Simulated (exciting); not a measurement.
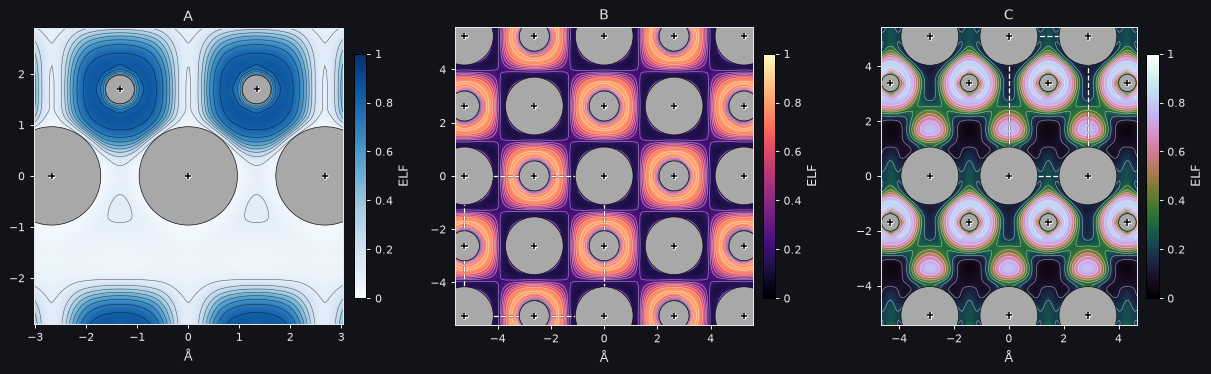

The electron localisation function of 3 systems, each on a plane through atoms (crosses mark nuclei in the plane; grey discs cover the cores).

Method: exciting sodium, Kohn-Sham DFT of a periodic cell, LDA, all-electron LAPW+lo, shipped species files.

System 1: MgO, the (110) plane of the conventional cell. Space group P-6m2; a structure from a database of computed crystals, not necessarily the ambient phase.

System 2: TaN, the (110) plane of the conventional cell. Space group P-6m2.

System 3: ZrS, the (100) plane of the conventional cell. Space group Fm-3m.

```
CELL_PARAMETERS angstrom
5.25000 0.00000 0.00000
0.00000 5.25000 0.00000
0.00000 0.00000 5.25000
ATOMIC_POSITIONS crystal
Zr 0.00000 0.00000 0.00000
Zr 0.50000 0.50000 0.00000
Zr 0.50000 0.00000 0.50000
Zr 0.00000 0.50000 0.50000
S 0.50000 0.00000 0.00000
S 0.00000 0.50000 0.00000
S 0.00000 0.00000 0.50000
S 0.50000 0.50000 0.50000
```

> Which map belongs to which system?

Panel A is system 1, MgO: the plane holds Mg and O. Mg–O (2.16 Å): the ELF peaks at about 0.85 in the valence shell of O, 0.6 Å from its nucleus, and is about 0.35 at the midpoint: a closed-shell, largely ionic contact. Panel B is system 3, ZrS: the plane holds Zr and S. Zr–S (2.62 Å): the ELF peaks at about 0.80 in the valence shell of S, 0.9 Å from its nucleus, and is about 0.25 at the midpoint (no shared electron pair shows on this line). Panel C is system 2, TaN: the plane holds Ta and N. Ta–N (2.23 Å): the ELF peaks at about 0.80 in the valence shell of N, 0.6 Å from its nucleus, and is about 0.20 at the midpoint: no localised pair shows between them.
